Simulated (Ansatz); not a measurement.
# Ca5O: what the fields show

Input

```
crystal:
  lattice:
    - [6.7944086222, 0.0, 0.0]
    - [-3.3972043111, 5.8841304705, 0.0]
    - [0.0, 0.0, 6.4839011916]
  atoms:
    - { symbol: Ca, position: [0.5, 0.0, 0.5] }
    - { symbol: Ca, position: [0.5, 0.5, 0.5] }
    - { symbol: Ca, position: [0.0, 0.5, 0.5] }
    - { symbol: Ca, position: [0.3333333333, 0.6666666667, 0.0] }
    - { symbol: Ca, position: [0.6666666667, 0.3333333333, 0.0] }
    - { symbol: O, position: [0.0, 0.0, 0.0] }
basis:
  ecutwfc: 420
kpoints:
  mp_grid: { grid: [6, 6, 6] }
hamiltonian:
  xc: pbe
scf:
  occupations: { method: gaussian, width: 0.1 }
output:
  forces: true
  stress: true
  eigenvalues: true
  write_density: true
  write_potential: true
  elf: true
  volumetric_format: npy
relax:
  adjacent_minimum: "off"
  f_tol: 0.01
  max_steps: 80
  cell: { stress_tol: 0.05 }
```

Launched as:

```sh
ansatz run input.yaml --threads 1 --pin off --max-ram 2048MiB --backend cpu --events-out ev --progress --plain --runs-dir out
```

Below, planes, directions and counts refer to the conventional cell (a = 6.81 Å, b = 6.81 Å, c = 6.51 Å, α = 90.00°, β = 90.00°, γ = 120.00°).

The fields are those of the run's last geometry, not of the input's.

Space group P6/mmm; a structure generated by program, which may or may not match a known phase.

Computed with Ansatz 0.2.0, DFT PBE, scalar-relativistic, plane waves, PAW.

Core electrons are frozen (PAW), and the valence fields are smoothed inside the atomic spheres.

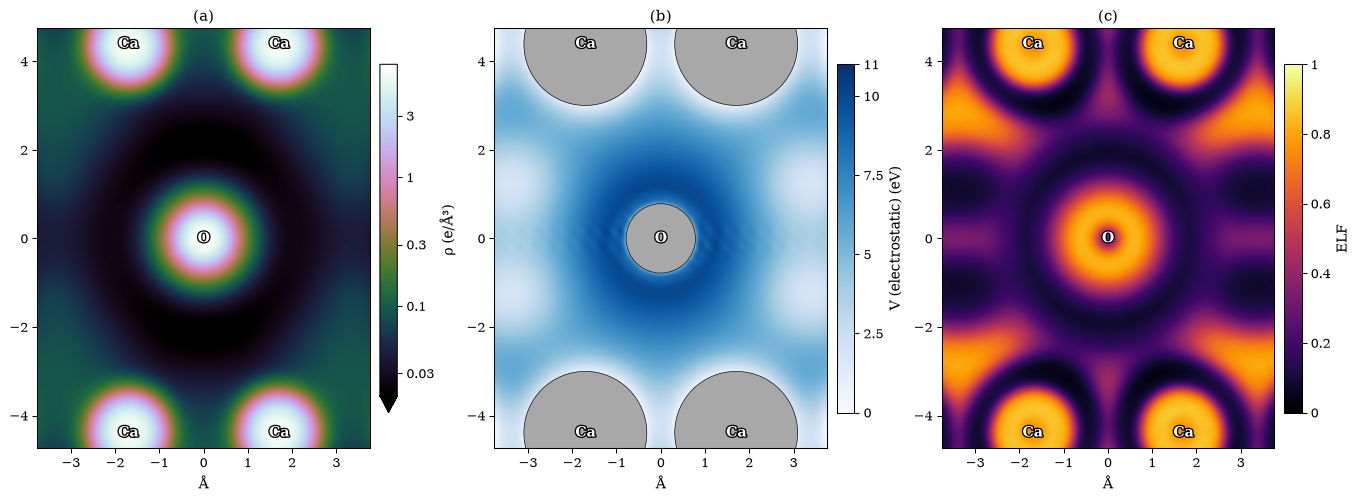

Figure 1. (a) valence pseudo-density; (b) electrostatic potential (local pseudopotential plus Hartree) felt by an electron; (c) ELF on the (011) plane of the conventional cell. Grey discs cover the atomic cores in the potential map.

What do the fields say about this system?

Answer. The plane passes through Ca and O nuclei. Ca–Ca (3.41 Å): the density is about 0.08 e/Å³ at the midpoint; the ELF is about 0.25 at the midpoint (no localised pair shows between them). Between the atoms the lowest density in this plane is 0.02 e/Å³. The ELF has a maximum of about 0.80 in the space between the atoms, 2.1 Å from four Ca atoms, on no atom or two-centre bond. The features right at Ca lie inside the PAW spheres, where the map follows smoothed inner orbitals and isn't to be read closely. Outside the cores the potential energy rises away from the atoms and is highest about 1.3 Å from the nearest atoms; its zero is arbitrary.

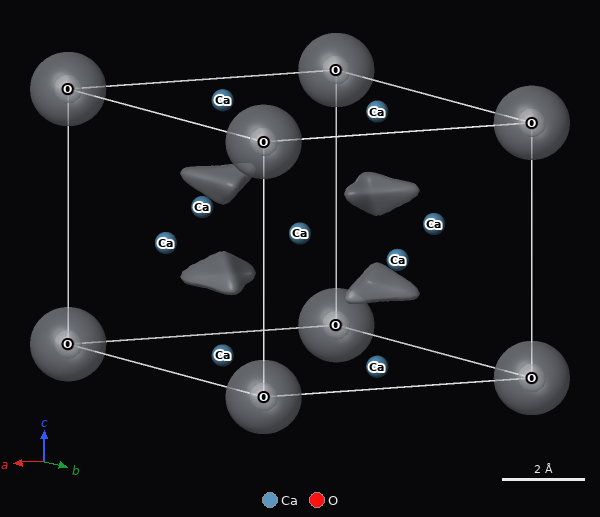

Figure 2. Isosurface of the electron localisation function at 0.7 (grey), seen at an oblique angle. Only the valence region is drawn (cores and ρ < 0.01 e/Å³ removed).

Identify the bonds, lone pairs and shells in this picture.

Answer. At this value the surface marks out one region wrapped around O (its valence shell) and four pockets between the atoms, centred on no nucleus (multi-centre or interstitial), counted in one cell of 6 atoms. Any copies at cell faces, edges or corners count once.


 Ca–O (3.93 Å): the ELF is about 0.10 at the midpoint (no shared electron pair shows on this line).

Does the calculation give a band gap?

Answer. It is metallic or semimetallic at this level of theory: no gap opens.
